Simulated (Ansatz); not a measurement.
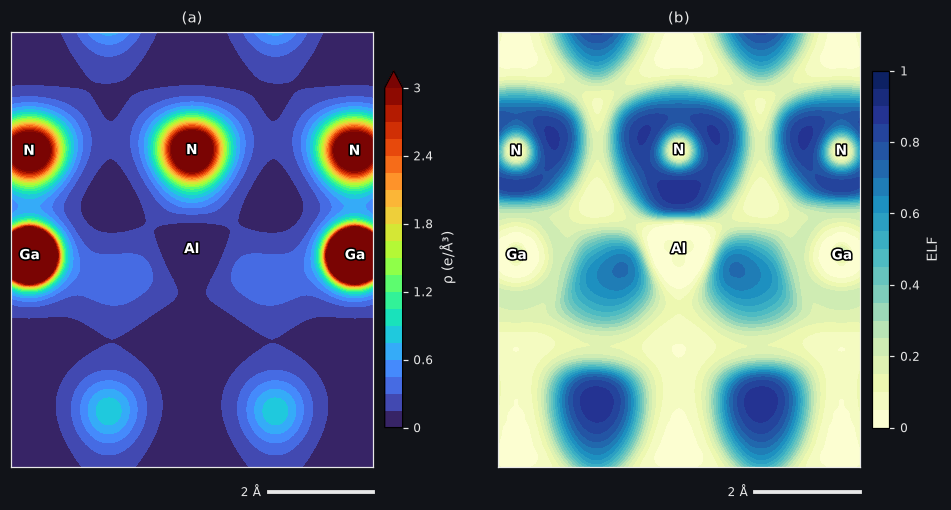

Figure 1: Al₃GaN₄. (a) valence electron density; (b) ELF on the (010) plane of the conventional cell.

Space group R3m; a structure from a database of computed crystals, not necessarily the ambient phase; not relaxed (largest force 1.0 eV/Å).

Level of theory: DFT PBEsol, scalar-relativistic, plane waves, PAW (Ansatz).

In a PAW calculation such maps are meaningful between the atoms, not at the nuclei.

### Read the bonding off the picture.

The section cuts through Al, Ga and N sites. Atoms just off the plane (Al, 0.9 Å away and N, 0.8 Å away) can leave unmarked features too. Al–N (1.89 Å): ρ is about 0.69 e/Å³ halfway; the ELF peaks at about 0.90 between the atoms; a shared but strongly polarised pair. Ga–N (2.00 Å): ρ at the midpoint is about 0.67 e/Å³; the ELF peaks at about 0.85 in the valence shell of N, 0.7 Å from its nucleus, and is about 0.45 at the midpoint. Between the atoms the lowest density in this plane is 0.04 e/Å³.
